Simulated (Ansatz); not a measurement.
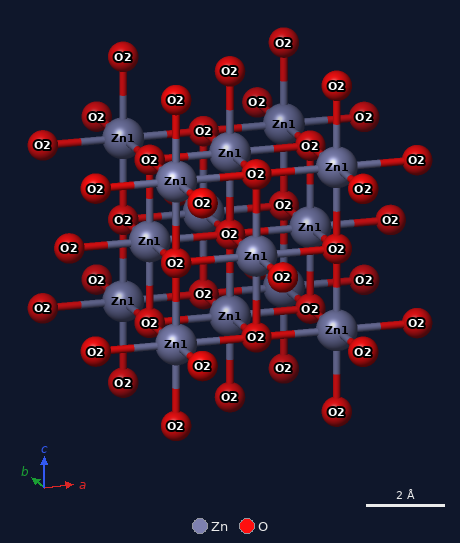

Reference structure: a symmetric starting cell of ZnO. A ball-and-stick model of the conventional cell (4 times the calculation's cell), seen slightly off an axis. Lengths and directions refer to the drawn axes.

The calculation used DFT PBE, scalar-relativistic, plane waves, PAW in Ansatz 0.2.0. Settings: plane-wave cutoff 420 eV; k-point mesh 14 × 14 × 14; occupations gaussian; smearing width 0.05 eV; no spin polarisation.

The variant: All lengths are scaled by −3.8 % (volume −10.9 %), the atoms keeping their fractional coordinates. No relaxation follows. The starting cell wasn't computed here and needn't be at equilibrium, so pressure and forces aren't due to the change alone.

### What is the effect?

Among the bonded contacts that change: O–Zn 2.169 → 2.088 Å. The space group stays Fm-3m (No. 225). The pressure is 23.0 GPa (not all of it need come from the change, since the unchanged cell can be under pressure at this level too). All forces vanish by symmetry.

The changed structure in the same view:

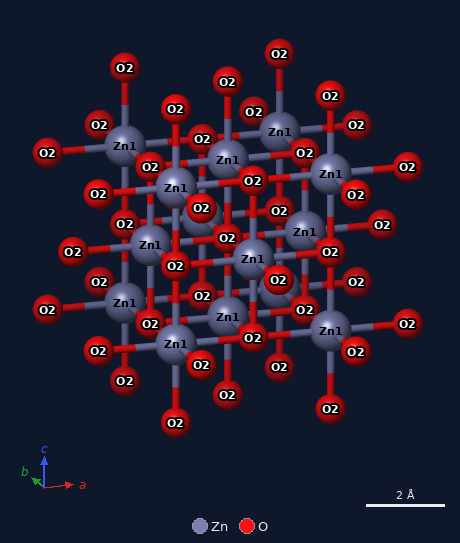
